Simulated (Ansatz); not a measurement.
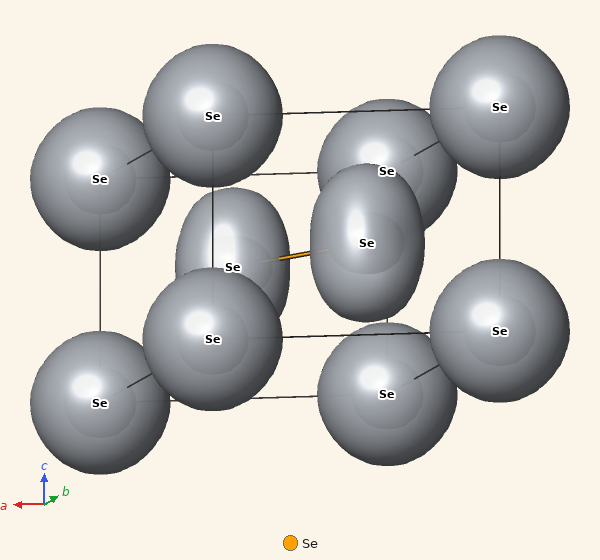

Figure 1: Se. Isosurface of the ELF at 0.7 (grey), seen at an oblique angle. Only the valence region is drawn (cores and ρ < 0.01 e/Å³ removed). Sticks mark near contacts.

Space group P6/mmm; set up as Se, omega (AlB2-type); a generated structure, not necessarily the stable one; changed on purpose from its base cell (volume × 1.0).

Computed with Ansatz, DFT, BLYP, plane waves (420 eV) with PAW, scalar-relativistic.

In a PAW calculation such maps are meaningful between the atoms, not at the nuclei.

**Where are the electrons localised?**

The ELF exceeds this value in three regions wrapped around Se (the valence shell of each), counted in one cell of 3 atoms. Any copies at cell faces, edges or corners count once. Profiles from the grid: Se–Se (2.74 Å): the ELF is about 0.45 at the midpoint.

**Does the calculation make it a metal, or give it a gap?**

It is metallic or semimetallic at this level of theory: no gap opens.
